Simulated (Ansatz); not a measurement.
# Run report: MgB2, geometry relaxation (part 1 of 2)

- system: MgB2 (3 atoms in the cell)
- method: DFT PBE+D3(BJ), scalar-relativistic, plane waves, PAW, no spin polarisation (Ansatz 0.2.0)

The structure was made by a generator, so it may or may not be a known phase. Figures and captions count atoms from 1; the log counts them from 0 in places.

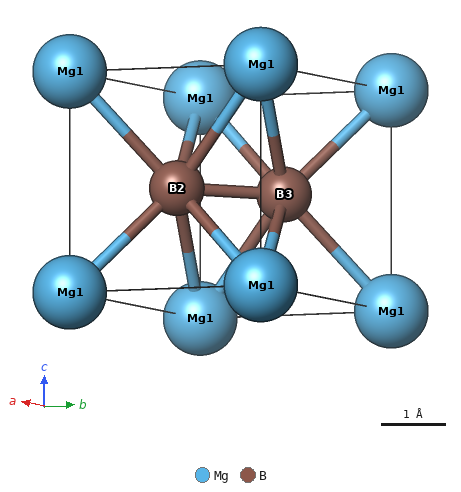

Fig. 1: The input geometry (ball-and-stick view of the cell of the calculation, seen at an oblique angle; atoms are numbered from 1 in the order of the input). Near neighbours in the crystal (not all of them lie inside the picture): Mg has 12 B at 2.50 Å; B has 3 B at 1.77 Å and 6 Mg at 2.50 Å.

Input
```yaml
crystal:
  lattice:
    - [3.06276202, 0.0, 0.0]
    - [-1.53138101, 2.65242982, 0.0]
    - [0.0, 0.0, 3.52087045]
  atoms:
    - { symbol: Mg, position: [0.0, 0.0, 0.0] }
    - { symbol: B, position: [0.66666669, 0.33333334, 0.5] }
    - { symbol: B, position: [0.33333334, 0.66666669, 0.5] }
basis:
  ecutwfc: 420
kpoints:
  mp_grid: { grid: [18, 18, 14] }
hamiltonian:
  xc: pbe
  dispersion: d3bj
scf:
  occupations: { method: gaussian, width: 0.1 }
output:
  forces: true
  stress: true
  eigenvalues: true
  write_density: true
  write_potential: true
  elf: true
  volumetric_format: npy
relax:
  adjacent_minimum: "off"
  f_tol: 0.01
  max_steps: 80
  cell: { stress_tol: 0.05 }
```

Run as:
```bash
ansatz run input.yaml --threads 1 --pin off --max-ram 2048MiB --backend cpu --events-out ev --progress --plain --runs-dir out
```

Output
```
Warning: the atoms were moved onto the symmetric positions of the space group found under crystal.symmetry.tolerance 1.0e-5 (fractional; no operation is sought that the atoms, as they stand in a round, miss by more than twice it, and no atom is moved by as much as it), and the run uses the moved positions. Before a round's move an operation carried an atom to 9.19e-8 Å from where it should land, the largest such distance. Atom 1 (counting from 0) moved farthest, by 6.38e-8 Å; the longest move in fractions of the cell, of whichever atom, is 2.4e-3 of the tolerance, in 1 round. To run the atoms as typed, lower crystal.symmetry.tolerance until the operations that they miss are no longer found, or set crystal.symmetry.detect: false (a key that needs symmetry detection or time reversal refuses this as the deck is read). The positions used, in the order of the run's atom list: position: [0.0, 0.0, 0.0]; position: [0.6666666666666667, 0.3333333333333333, 0.5]; position: [0.3333333333333333, 0.6666666666666667, 0.5]; The lattice was moved too: crystal.lattice misses the space group found at crystal.symmetry.tolerance 1.0e-5 in a digit that the deck types, which is why this is a warning: making the lattice exact moves one of its numbers by a whole unit of that number's last typed decimal, or more. The operation that it misses by the most changes a squared length by the fraction 6.85e-8. The run uses the lattice that is a stretch of the typed one, with no rotation, onto the one that keeps every operation to a double's rounding (on a very oblique basis the stretch itself rounds by more); the deck's lattice vector that moved farthest moved by 6.06e-8 Å. To run the lattice as typed, set crystal.symmetry.tolerance under 6.85e-8, the least fraction by which an operation that the lattice misses changes a squared length (the same key also sets how far an atom may lie from its image, so lowering it can lose operations that the atoms keep only within it), or set crystal.symmetry.detect: false, as for the atoms. crystal.lattice made exact, in Å and degrees: [[3.0627620805835916, 0.0, 0.0], [-1.5313810402917958, 2.652429767533072, 0.0], [0.0, 0.0, 3.52087045]]. Pasted over the deck's crystal.lattice, beside positions in fractional coordinates, it runs the same cell (given as lengths and angles, that cell in the form's own orientation, a rigid turn of the misfit's size from the one run here, for which a checkpoint.post_process_only pass over this run's state can be refused: where this run relaxes nothing, give such a pass this deck's own crystal.lattice, as typed; behind a relaxation, as crystal.lattice, the state's own cell, identity.cell in its checkpoint.json), and a matrix so pasted ends this notice, except on a very skew basis of the lattice, where the rounding of the pasted numbers themselves can read as a misfit: the cell is then moved again, and that move is told again. The lattice as run is in this notice's lattice.as_run_ang field (Run.prep()["deck_notices"] in Python, the deck_notice line of an events file, deck_notices of ansatz run --dry-run=json, or deck_notices in record.json in the deck's checkpoint.write directory).
Engine: ansatz 0.2.0, x86_64-unknown-linux-gnu
Pseudopotentials: kind: paw
Pseudopotential: Mg, paw, valence charge 10, recommended cutoff 420 eV (normal), Mg.paw.azcp
Pseudopotential: B, paw, valence charge 3, recommended cutoff 420 eV (normal), B.paw.azcp
Functional definition: PBE
  parameter kappa = 0.804
  parameter beta = 0.06672455060314922
  exchange = pbe_x(kappa = kappa, mu = beta*pi^2/3)
  correlation = pbe_c(beta = beta)
Crystal: 3 atoms, lattice volume = 28.603 Å³
Basis set: ecut = 420 eV, 563 PW (Γ), exchange–correlation on 48×48×48 points (8 copies of the dense FFT grid, shifted against one another)
Bands: 12, of which v1, the nominal top of the filled ones, is band 8 counted from 1 (7 counted from 0)
Symmetry: 24 space group operations
Space group: P6/mmm (ITA 191), of the structure as read, at distance tolerance 3.1e-5 Å
k-points: 296 of 4536
Non-local potential: Mg, projectors of the file, l = 0: 3, l = 1: 2, l = 2: 1
Non-local potential: B, projectors of the file, l = 0: 2, l = 1: 2, l = 2: 1
PAW form: soft (Blöchl's): semilocal exchange-correlation on the pseudo side does not see the compensation charge
PAW one-centre angular grid: Mg, 110 points (default); XC on 64 Gauss nodes
PAW one-centre angular grid: B, 110 points (default); XC on 64 Gauss nodes
Initial density: superposition of atomic densities (neutral atoms: chi_scale 0, normalization atom), corrected by the library's trained network
Initial wavefunctions: pseudopotential atomic-orbital guess
Functional: x = pbe(κ = 0.804, μ = 0.2195149727645171), c = pbe(β = 0.06672455060314922)
SCF iter   1: F=—  HF=-2236.882795 eV  |F-HF|=—  |Δ(HF+E_count)|=         —  Δρ=1.06e-3  dr2=1.60e-4  ethr=1.77e-3  ⟨swp⟩=5.0  Hψ=18915  notcnv=0
preconditioner: auto → none  [metal: Δε(μ)=0.003 eV  Ē_g=11.258 eV  σ=0.100 eV  W_gap=0.02  n_scr=8 (ndim 8)  ℏωp=19.6 eV  f_vac=0.000  D(μ)=0.58/eV (n_scr^D=2)  sad-step TF]
SCF iter   2: F=—  HF=-2236.883535 eV  |F-HF|=—  |Δ(HF+E_count)|=   7.39e-4  Δρ=6.58e-4  dr2=7.98e-5  ethr=1.00e-6  ⟨swp⟩=2.9  Hψ=8957  notcnv=0
SCF iter   3: F=—  HF=-2236.883595 eV  |F-HF|=—  |Δ(HF+E_count)|=   5.99e-5  Δρ=2.40e-4  dr2=8.01e-6  ethr=4.99e-7  ⟨swp⟩=2.0  Hψ=5553  notcnv=0
SCF iter   4: F=—  HF=-2236.883593 eV  |F-HF|=—  |Δ(HF+E_count)|=   2.15e-6  Δρ=9.55e-5  dr2=8.98e-7  ethr=5.01e-8  ⟨swp⟩=2.6  Hψ=6176  notcnv=0
SCF iter   5: F=—  HF=-2236.883592 eV  |F-HF|=—  |Δ(HF+E_count)|=   5.62e-7  Δρ=4.10e-5  dr2=1.70e-7  ethr=5.61e-9  ⟨swp⟩=2.1  Hψ=5037  notcnv=0
SCF iter   6: F=-2236.883592 eV  HF=-2236.883592 eV  |F-HF|=2.97e-8  |Δ(HF+E_count)|=   1.25e-7  Δρ=1.20e-5  dr2=1.75e-8  ethr=6.25e-10  ⟨swp⟩=8.3  Hψ=23382  notcnv=0
SCF 1 converged in 6 iterations: F = -2236.883592 eV  dr2 = 1.75e-8
  greatest PAW one-centre occupation: 1.000 electrons in one spin orbital (limit 2), on the Mg atom at site 0 (counted from 0), in its partial waves of l = 0
relax step   1: F+E_penalty+E_count = -2236.88359194 eV  Δ(F+E_penalty+E_count) = +0.000e0 eV  max|allowed force component| = 1.912e-16 eV/Å  Δτ_max = 0.0000 Å  P = -3.389 GPa  Ω = 28.603 Å³  (6 SCF iters, dr2 threshold 1.00e-7 eV, accepted)
Crystal: 3 atoms, lattice volume = 28.108 Å³
Basis set: ecut = 420 eV, 539 PW (Γ), exchange–correlation on 48×48×48 points (8 copies of the dense FFT grid, shifted against one another)
Initial density: handed on by an earlier stage of this run
Initial wavefunctions: those handed on with the density
iter 1 solved again at ethr=1.12e-5 eV; its pass at ethr=3.10e-3 eV (dr2=1.79e-3 eV) is discarded
SCF iter   1: F=—  HF=-2236.892434 eV  |F-HF|=—  |Δ(HF+E_count)|=         —  Δρ=1.86e-3  dr2=1.78e-3  ethr=1.12e-5  ⟨swp⟩=2.1  Hψ=23616  notcnv=0
preconditioner: auto → none  [metal: Δε(μ)=0.013 eV  Ē_g=11.408 eV  σ=0.100 eV  W_gap=0.08  n_scr=8 (ndim 8)  ℏωp=19.8 eV  f_vac=0.000  D(μ)=0.56/eV (n_scr^D=2)]
SCF iter   2: F=—  HF=-2236.891786 eV  |F-HF|=—  |Δ(HF+E_count)|=   6.48e-4  Δρ=3.33e-4  dr2=1.94e-5  ethr=1.11e-5  ⟨swp⟩=2.0  Hψ=4465  notcnv=0
SCF iter   3: F=—  HF=-2236.891784 eV  |F-HF|=—  |Δ(HF+E_count)|=   2.22e-6  Δρ=1.68e-4  dr2=4.08e-6  ethr=1.87e-9  ⟨swp⟩=10.8  Hψ=31986  notcnv=0
SCF iter   4: F=-2236.891781 eV  HF=-2236.891781 eV  |F-HF|=9.21e-9  |Δ(HF+E_count)|=   2.63e-6  Δρ=1.59e-5  dr2=2.47e-8  ethr=1.87e-9  ⟨swp⟩=6.1  Hψ=21092  notcnv=0
SCF 2 converged in 4 iterations: F = -2236.891781 eV  dr2 = 2.47e-8
relax step   2: F+E_penalty+E_count = -2236.89178111 eV  Δ(F+E_penalty+E_count) = -8.189e-3 eV  max|allowed force component| = 2.991e-16 eV/Å  Δτ_max = 0.0000 Å  P = -1.195 GPa  Ω = 28.108 Å³  energy of the carried Pulay correction = +5.437e-4 eV  (4 SCF iters, dr2 threshold 3.00e-7 eV, accepted)
Crystal: 3 atoms, lattice volume = 27.873 Å³
iter 1 solved again at ethr=4.66e-6 eV; its pass at ethr=3.10e-3 eV (dr2=7.46e-4 eV) is discarded
SCF iter   1: F=—  HF=-2236.893075 eV  |F-HF|=—  |Δ(HF+E_count)|=         —  Δρ=1.23e-3  dr2=7.44e-4  ethr=4.66e-6  ⟨swp⟩=2.0  Hψ=21235  notcnv=0
preconditioner: auto → none  [metal: Δε(μ)=0.030 eV  Ē_g=11.470 eV  σ=0.100 eV  W_gap=0.17  n_scr=8 (ndim 8)  ℏωp=19.9 eV  f_vac=0.000  D(μ)=0.56/eV (n_scr^D=2)]
SCF iter   2: F=—  HF=-2236.892804 eV  |F-HF|=—  |Δ(HF+E_count)|=   2.71e-4  Δρ=1.50e-4  dr2=6.03e-6  ethr=4.65e-6  ⟨swp⟩=2.0  Hψ=4459  notcnv=0
SCF iter   3: F=—  HF=-2236.892809 eV  |F-HF|=—  |Δ(HF+E_count)|=   5.03e-6  Δρ=7.52e-5  dr2=1.06e-6  ethr=1.87e-9  ⟨swp⟩=10.1  Hψ=28379  notcnv=0
SCF iter   4: F=-2236.892808 eV  HF=-2236.892808 eV  |F-HF|=1.74e-7  |Δ(HF+E_count)|=   7.28e-7  Δρ=2.91e-5  dr2=1.74e-7  ethr=1.87e-9  ⟨swp⟩=8.6  Hψ=23032  notcnv=0
SCF 3 converged in 4 iterations: F = -2236.892808 eV  dr2 = 1.74e-7
relax step   3: F+E_penalty+E_count = -2236.89280804 eV  Δ(F+E_penalty+E_count) = -1.027e-3 eV  max|allowed force component| = 7.710e-17 eV/Å  Δτ_max = 0.0000 Å  P = +0.237 GPa  Ω = 27.873 Å³  energy of the carried Pulay correction = +8.289e-4 eV  (4 SCF iters, dr2 threshold 3.00e-7 eV, accepted)
Crystal: 3 atoms, lattice volume = 27.903 Å³
iter 1 solved again at ethr=1.16e-7 eV; its pass at ethr=3.10e-3 eV (dr2=1.86e-5 eV) is discarded
SCF iter   1: F=—  HF=-2236.892824 eV  |F-HF|=—  |Δ(HF+E_count)|=         —  Δρ=2.04e-4  dr2=1.96e-5  ethr=1.16e-7  ⟨swp⟩=2.5  Hψ=22831  notcnv=0
preconditioner: auto → none  [metal: Δε(μ)=0.012 eV  Ē_g=11.453 eV  σ=0.100 eV  W_gap=0.07  n_scr=8 (ndim 8)  ℏωp=19.9 eV  f_vac=0.000  D(μ)=0.57/eV (n_scr^D=2)]
SCF iter   2: F=-2236.892827 eV  HF=-2236.892827 eV  |F-HF|=2.28e-8  |Δ(HF+E_count)|=   2.76e-6  Δρ=2.56e-5  dr2=1.23e-7  ethr=1.87e-9  ⟨swp⟩=8.3  Hψ=26317  notcnv=0
SCF 4 converged in 2 iterations: F = -2236.892827 eV  dr2 = 1.23e-7
relax step   4: F+E_penalty+E_count = -2236.89282680 eV  Δ(F+E_penalty+E_count) = -1.876e-5 eV  max|allowed force component| = 1.357e-16 eV/Å  Δτ_max = 0.0000 Å  P = +0.002 GPa  Ω = 27.903 Å³  energy of the carried Pulay correction = +7.885e-4 eV  (2 SCF iters, dr2 threshold 3.00e-7 eV, accepted)
Initial wavefunctions: pseudopotential atomic-orbital guess (no wavefunctions were taken with the density)
iter 1 solved again at ethr=4.71e-8 eV; its pass at ethr=3.10e-3 eV (dr2=7.54e-6 eV) is discarded
SCF iter   1: F=—  HF=-2236.892102 eV  |F-HF|=—  |Δ(HF+E_count)|=         —  Δρ=5.76e-5  dr2=1.82e-7  ethr=4.71e-8  ⟨swp⟩=3.5  Hψ=29401  notcnv=0
preconditioner: auto → none  [metal: Δε(μ)=0.013 eV  Ē_g=11.454 eV  σ=0.100 eV  W_gap=0.07  n_scr=8 (ndim 8)  ℏωp=19.9 eV  f_vac=0.000  D(μ)=0.57/eV (n_scr^D=2)]
SCF iter   2: F=—  HF=-2236.892113 eV  |F-HF|=—  |Δ(HF+E_count)|=   1.05e-5  Δρ=2.93e-5  dr2=3.50e-8  ethr=1.14e-9  ⟨swp⟩=2.2  Hψ=5125  notcnv=0
SCF iter   3: F=—  HF=-2236.892113 eV  |F-HF|=—  |Δ(HF+E_count)|=   2.05e-7  Δρ=4.72e-6  dr2=4.21e-9  ethr=2.19e-10  ⟨swp⟩=2.0  Hψ=4718  notcnv=0
SCF iter   4: F=—  HF=-2236.892113 eV  |F-HF|=—  |Δ(HF+E_count)|=   2.22e-9  Δρ=9.01e-7  dr2=7.28e-11  ethr=2.63e-11  ⟨swp⟩=2.2  Hψ=4709  notcnv=0
SCF iter   5: F=-2236.892113 eV  HF=-2236.892113 eV  |F-HF|=0.00e0  |Δ(HF+E_count)|=  1.26e-10  Δρ=5.05e-8  dr2=6.06e-13  ethr=1.00e-12  ⟨swp⟩=5.8  Hψ=14004  notcnv=0
SCF 5 converged in 5 iterations: F = -2236.892113 eV  dr2 = 6.06e-13
relax step   5: F+E_penalty+E_count = -2236.89211285 eV  Δ(F+E_penalty+E_count) = +7.140e-4 eV  max|allowed force component| = 1.511e-16 eV/Å  Δτ_max = 0.0000 Å  P = -0.025 GPa  Ω = 27.903 Å³  stress off target by 2.88e-2 GPa  SCF on the basis re-selected at this cell (its energy is not comparable with the rows above)  (5 SCF iters)
```

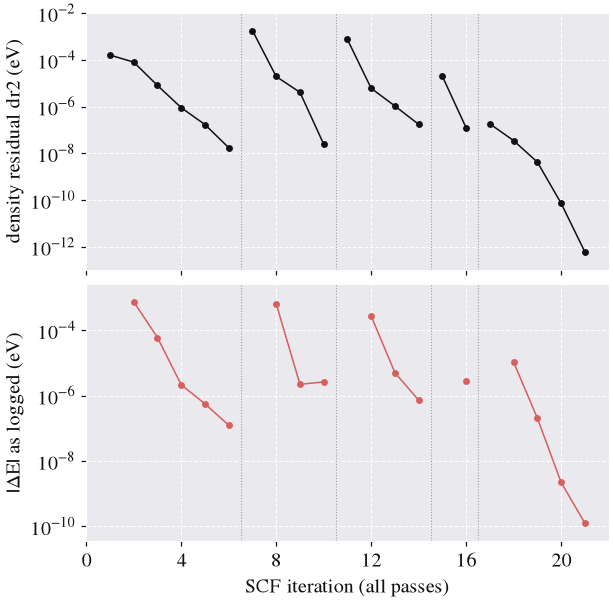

Fig. 2: Convergence of the self-consistent field: density residual dr2 and size of the energy change against the SCF iteration. The dotted lines part the SCF passes of the relaxation: geometry steps, rejected trials and re-solves on a re-selected basis. The 5 passes take 2 to 6 iterations each, 21 in all.

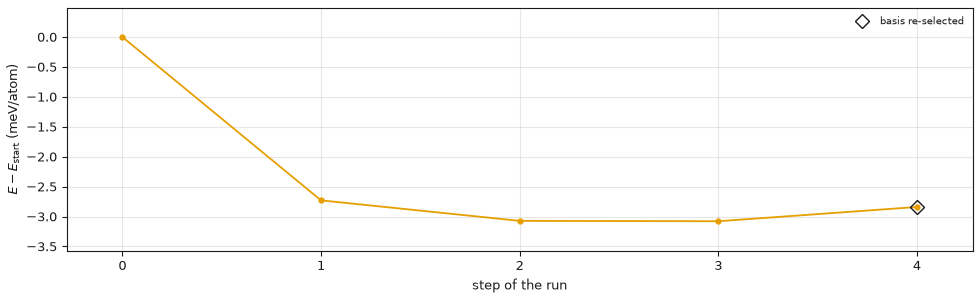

Fig. 3: Progress of the relaxation, step by step (the first geometry is step 0 here and step 1 in the log).
